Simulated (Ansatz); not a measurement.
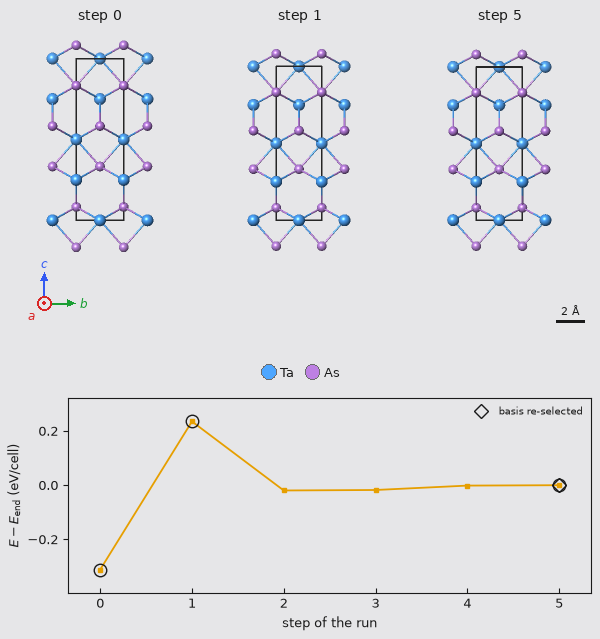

Frames of a relaxation of solid TaAs (set up in I4_1md), marked on the history of the run. The picture is a ball-and-stick view of the conventional cell (2 times the calculation's cell), seen along the a axis. Lengths and directions refer to the drawn axes.

The run lets cell and atoms move.

Method: Kohn-Sham DFT of a periodic cell, PBEsol, Ansatz PAW (Ansatz 0.2.0).

Input
```yaml
crystal:
  lattice:
    - [-1.7218133622, 1.7218133622, 5.8679415361]
    - [1.7218133622, -1.7218133622, 5.8679415361]
    - [1.7218133622, 1.7218133622, -5.8679415361]
  atoms:
    - { symbol: Ta, position: [0.4999673, 0.4999673, 0.0] }
    - { symbol: Ta, position: [0.2499673, 0.7499673, 0.5] }
    - { symbol: As, position: [0.08263212, 0.08263212, 0.0] }
    - { symbol: As, position: [0.83263212, 0.33263212, 0.5] }
hamiltonian:
  xc: pbesol
  pseudopotentials: { kind: paw }
kpoints:
  mp_grid: { grid: [11, 11, 11] }
scf:
  occupations: { method: fermi_dirac, width: 0.05 }
output:
  forces: true
  stress: true
  eigenvalues: true
  write_density: true
  write_potential: true
  elf: true
  volumetric_format: npy
relax:
  f_tol: 0.01
  max_steps: 40
  cell: { stress_tol: 0.05, p_target: 20.0 }
```

Command:
```bash
ansatz run input.yaml --threads 2 --pin off --max-ram 5632MiB --backend cpu --events-out ev --progress --plain --runs-dir out
```

Describe the path.

Answer. The largest moves relative to the cell, 0.012 Å, are those of Ta and As atoms. By element the largest moves are As 0.012 Å, Ta 0.012 Å. The volume changes by −10.4 %, with a = b 3.444 → 3.349 Å (−2.7 %), c 11.736 → 11.122 Å (−5.2 %). Among the contacts that change: Ta–Ta 3.402 → 3.246 Å, Ta–Ta 3.444 → 3.349 Å, As–Ta 2.612 → 2.522 Å. Among the angles between lasting bonds that change: As–Ta–As 136.6° → 138.6°, Ta–As–Ta 136.6° → 138.6°. The space group stays I4_1md (No. 109). Over 4 accepted moves (5 points after the start) the energy rises by 0.311 eV per cell of the calculation. With the target pressure of 20 GPa, the enthalpy E + pV changes by −0.589 eV per cell of the calculation. Largest force component: 0.022 eV/Å at the start, 0.0046 eV/Å at the end. Pressure: −3.82 GPa at the start and 19.99 GPa at the end. At 1 point the geometry stayed and the basis and grid were re-selected for the new cell (energy shift of 1.4 meV per cell of the calculation at most each time). From step 0 to 1: volume −12.6 %, energy +0.547 eV per cell of the calculation. From step 1 to 5: volume +2.5 %, energy −0.235 eV per cell of the calculation.

```json
{"step": "0", "E − E(0), meV/atom": "0.00", "largest force component, eV/Å": "0.0220", "pressure, GPa": "-3.82", "volume, Å³/atom": "17.396", "note": ""}
{"step": "1", "E − E(0), meV/atom": "136.67", "largest force component, eV/Å": "0.0655", "pressure, GPa": "27.74", "volume, Å³/atom": "15.211", "note": ""}
{"step": "2", "E − E(0), meV/atom": "73.01", "largest force component, eV/Å": "0.0255", "pressure, GPa": "18.83", "volume, Å³/atom": "15.639", "note": ""}
{"step": "3", "E − E(0), meV/atom": "73.45", "largest force component, eV/Å": "0.0126", "pressure, GPa": "19.50", "volume, Å³/atom": "15.626", "note": ""}
{"step": "4", "E − E(0), meV/atom": "77.51", "largest force component, eV/Å": "0.0046", "pressure, GPa": "20.01", "volume, Å³/atom": "15.592", "note": ""}
{"step": "5", "E − E(0), meV/atom": "77.87", "largest force component, eV/Å": "0.0046", "pressure, GPa": "19.99", "volume, Å³/atom": "15.592", "note": "same geometry, new basis"}
```
